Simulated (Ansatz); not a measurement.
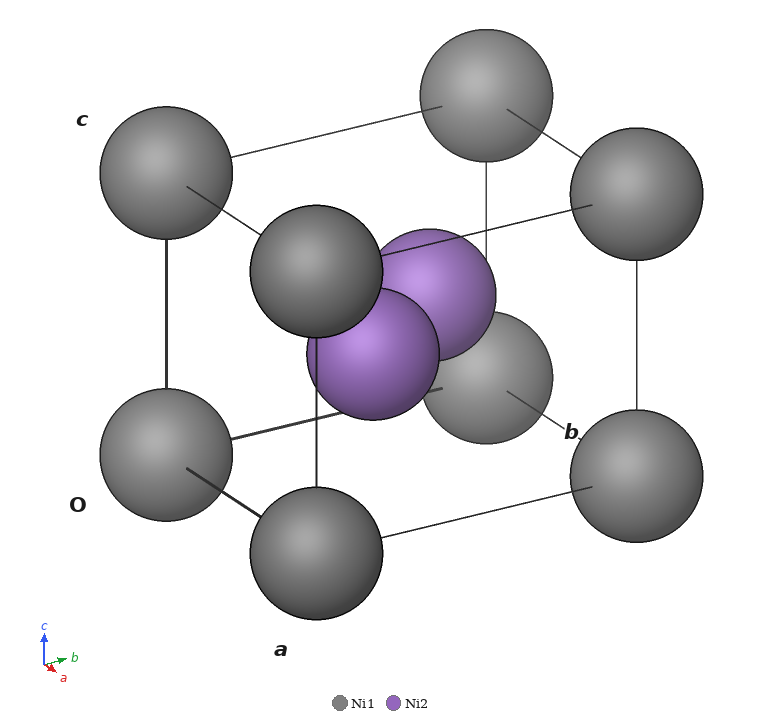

One unit cell; atoms that symmetry makes equivalent share a colour (atoms on faces, edges and corners are repeated). Crystal: Ni, the geometry relaxed with DFT, LDA (PW92), plane waves (420 eV) with PAW, scalar-relativistic in Ansatz; the starting structure was generated, so it need not be a known form of this composition. The drawing is computed from the coordinates (standard cell, symmetry found to 0.002 Å).

a = 3.888 Å, b = 3.888 Å, c = 2.336 Å, α = 90.00°, β = 90.00°, γ = 120.00°; space group No. 191, P6/mmm.

One atom of each site: Ni1 (0, 0, 0); Ni2 (1/3, 2/3, 1/2).

**Give the multiplicity, Wyckoff letter and site symmetry of each site.**

```
site  Wyckoff  symmetry
 Ni1       1a     6/mmm
 Ni2       2d      -6m2
```

**How many free positional parameters does the structure have?**

0: Ni1 0, Ni2 0.
